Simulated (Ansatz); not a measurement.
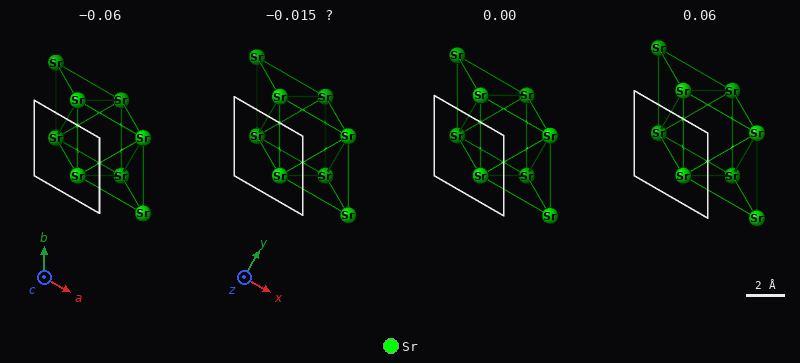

A scan of crystalline Sr (P6_3/mmc): the cell is strained equally along x and y, with the atoms kept at their fractional coordinates. x, y and z are the Cartesian axes of the input. The picture is a ball-and-stick view of the cell of the calculation, repeated 2 × 2 × 1 with one cell outlined, seen along the c axis.

Level of theory: Ansatz 0.2.0, DFT r2SCAN, scalar-relativistic, plane waves, PAW. Settings: plane-wave cutoff 500 eV; k-point mesh 12 × 12 × 8; occupations gaussian; smearing width 0.15 eV; no spin polarisation. Energies (free energies at the smearing named) are counted from the cell as listed in its source, which wasn't relaxed.

```tsv
strain	ΔE (meV/atom)
−0.0600	45.3
−0.0450	25.0
−0.0300	11.0
−0.0150	?
0.0000	0.0
0.0150	1.9
0.0300	8.3
0.0450	18.5
0.0525	25.1
0.0600	32.4
```

Estimate the missing energy from the other rows, and compare with the calculation.

A straight line between the two neighbours gives 5.5 meV/atom. A cubic through the four nearest rows (−0.0450, −0.0300, 0.0000, 0.0150) gives, with Lagrange weights, (−0.1667)(25.0) + (0.6667)(11.0) + (0.6667)(0.0) + (−0.1667)(1.9) = 2.8 meV/atom. The calculation gives 2.9 meV/atom, so the cubic is 0.1 meV/atom too low and the straight line 2.6 meV/atom too high, as the curve bends upwards here.

The whole profile:

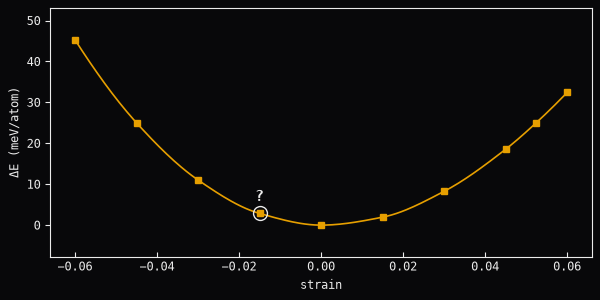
